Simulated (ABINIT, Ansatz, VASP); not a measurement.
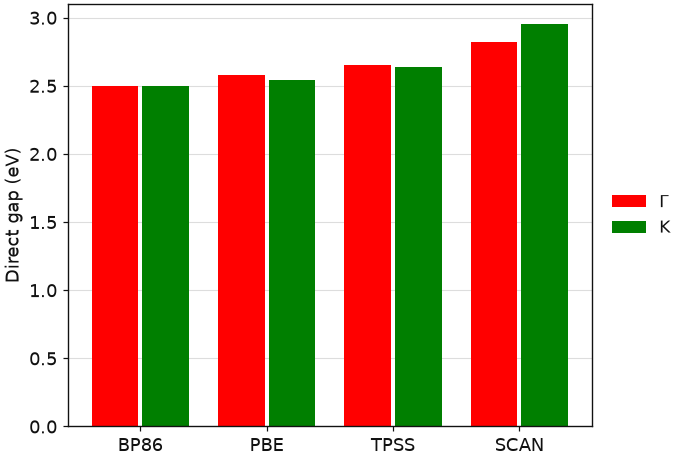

Direct gap at each named k point, by several methods on one cell of CdI2-type PtS2, space group P-3m1, 3 atoms in the cell; a = 3.543 Å, c = 5.039 Å (hexagonal axes). All runs are without spin-orbit coupling and carry no moments. The cell is at 12 GPa in PBE. The smallest gap is indirect or lies off these points.

```
method      program  Γ (eV)  K (eV)
  BP86       ABINIT    2.50    2.50
   PBE  Ansatz LAPW    2.58    2.54
  TPSS         VASP    2.65    2.64
  SCAN         VASP    2.82    2.95
```

Q: What does HSE06 give? It was run as: HSE06, Ansatz PAW, 6×6×4 k mesh, 420 eV cutoff, Fermi-Dirac smearing of 0.05 eV (Ansatz).

A: Exact exchange opens the gap over the semilocal values shown, the highest of which is 2.82 eV (SCAN) at Γ. HSE06 gives 3.26 eV at Γ and 3.68 eV at K, which is +0.68 eV from PBE at Γ.

Q: How do the methods rank at Γ?

A: From low to high: BP86 2.50, PBE 2.58, TPSS 2.65, SCAN 2.82, HSE06 3.26 eV. Too close to rank are BP86 against PBE (different programs, potentials and cutoffs) and PBE against TPSS (different programs, potentials and cutoffs).

Settings. BP86: JTH PAW PBE v2.0, 9×9×5 k mesh, 544 eV cutoff, Fermi-Dirac smearing of 0.05 eV (ABINIT). PBE: all-electron LAPW, 9×9×5 k mesh, Fermi-Dirac smearing of 0.05 eV (Ansatz). TPSS: VASP PAW PBE potentials, release 64 (Pt, S), 9×9×5 k mesh, 520 eV cutoff, Fermi-Dirac smearing of 0.05 eV (VASP 6.6.1). SCAN: VASP PAW PBE potentials, release 64 (Pt, S), 9×9×5 k mesh, 520 eV cutoff, Fermi-Dirac smearing of 0.05 eV (VASP 6.6.1).

These are five of the 29 methods that were run on this cell. The runs come from different programs and meshes, which adds differences of its own. Spin-orbit coupling is left out, which matters for Pt. BP86, TPSS, SCAN and HSE06: the PAW data sets were made with another functional. LDA, GGA and most meta-GGA functionals understate gaps. HSE06: the k mesh is thin for exact exchange. Over all k points computed the smallest gap is 0.93 eV in BP86, 1.00 eV in PBE, 1.06 eV in TPSS, 1.26 eV in SCAN and 1.62 eV in HSE06.
